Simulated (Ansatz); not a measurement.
```xyz
4
Lattice="-4.1884 -0.0034 4.1948 4.1995 0.0009 4.2058 0.0021 4.1924 -0.0013" Properties=species:S:1:pos:R:3 pbc="T T T"
Rb    0.0030    2.0962    0.0012
Rb    0.0085    2.0949    4.2015
Br    2.0974    0.0024    2.1010
Br    2.1030    0.0011    6.3013
```

Space group C2; a structure from a database of computed crystals, not necessarily the ambient phase; changed on purpose from its base cell (atom 2 moved 1.20 A; relaxed back).

Theory: DFT PBE, scalar-relativistic, plane waves, PAW (Ansatz 0.2.0).

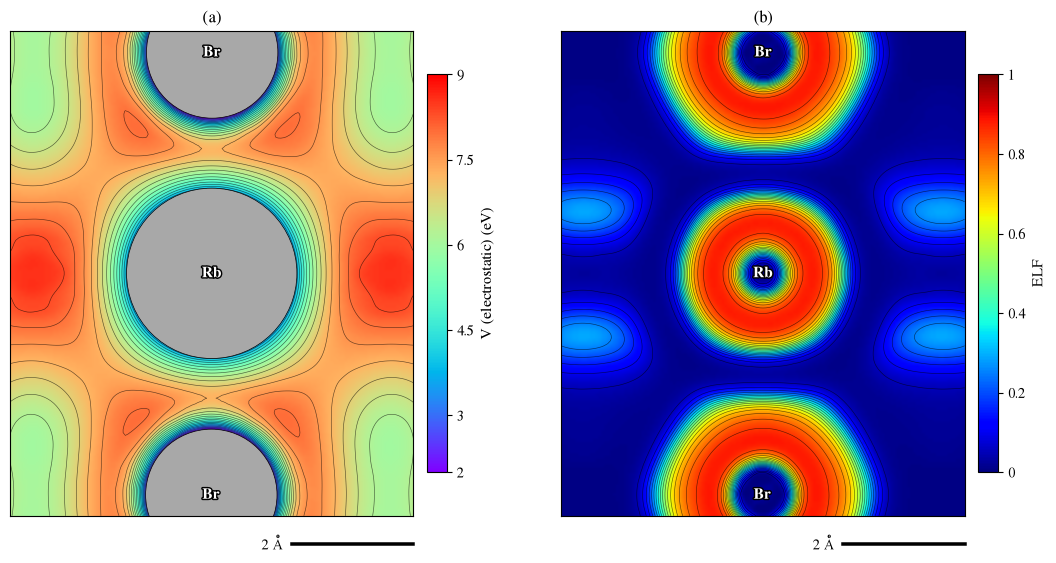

RbBr. (a) electrostatic potential energy of an electron; (b) electron localisation function on the (011) plane of the conventional cell. Grey discs cover the atomic cores in the potential map.

Interpret the plot.

Answer.
- Atoms in the plane: Rb and Br.
- Rb–Br (3.64 Å): the ELF is about 0.05 at the midpoint; a largely ionic contact.
- The features right at Rb lie inside the PAW spheres, where the map follows smoothed inner orbitals and isn't to be read closely.
- Outside the cores the potential energy rises away from the atoms and is highest about 2.0 Å from the nearest atoms; its zero is arbitrary.

Does the calculation give a band gap?

Answer. It is gapped, with a Kohn–Sham gap of 3.9 eV on the k-point mesh, an upper bound to the gap of this method.
